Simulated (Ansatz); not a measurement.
```
Ir
1.0
     3.81363    0.00000    0.00000
     0.00000    3.81363    0.00000
     0.00000    0.00000    3.81363
Ir
4
Cartesian
  0.0000 0.0000 0.0000
  1.9068 1.9068 0.0000
  1.9068 0.0000 1.9068
  0.0000 1.9068 1.9068
```

Space group Fm-3m; computed pressure about 5 GPa in this cell; computed without spin polarisation.

Level of theory: DFT, PBEsol, PAW with Ansatz's default frozen-core files, scalar-relativistic (Ansatz 0.2.0).

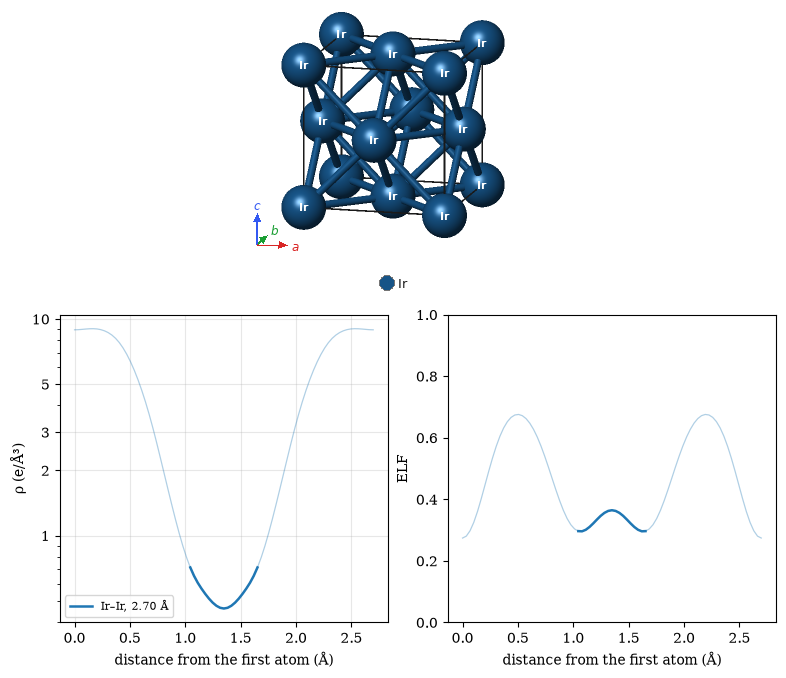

Ir. Valence charge density (pseudo) and ELF along straight lines between neighbouring atoms. Thin, pale parts lie inside the atomic spheres. The structure is drawn too.

In a PAW calculation such maps are meaningful between the atoms, not at the nuclei.

### What can be read from the curves?

Ir–Ir (2.70 Å): ρ is about 0.46 e/Å³ halfway; the ELF is about 0.35 at the midpoint.
